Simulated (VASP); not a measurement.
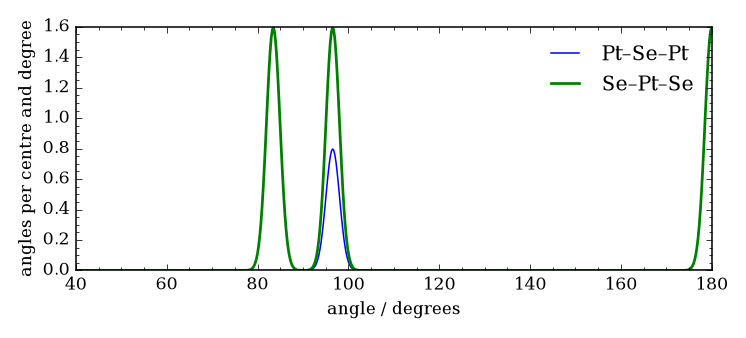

Bond-angle distributions computed from the structure of PtSe₂; each angle is a Gaussian of σ = 1.5°. Bonds counted: Pt–Se up to 3.12 Å. It is based on an entry of the Crystallography Open Database, as set up for an electronic-structure calculation.

**Give the groups of angles for each curve.**

Pt–Se–Pt: 97° (3 per centre)
Se–Pt–Se: 83° (6 per centre); 97° (6 per centre); 180° (3 per centre)

**What coordination geometry do the angles point to, counting the bonds named above alone?**

Pt has 6 Se neighbours in an octahedral arrangement (distorted).

The structure has space group P-3m1 (No. 164); other forms of this composition would give other results.
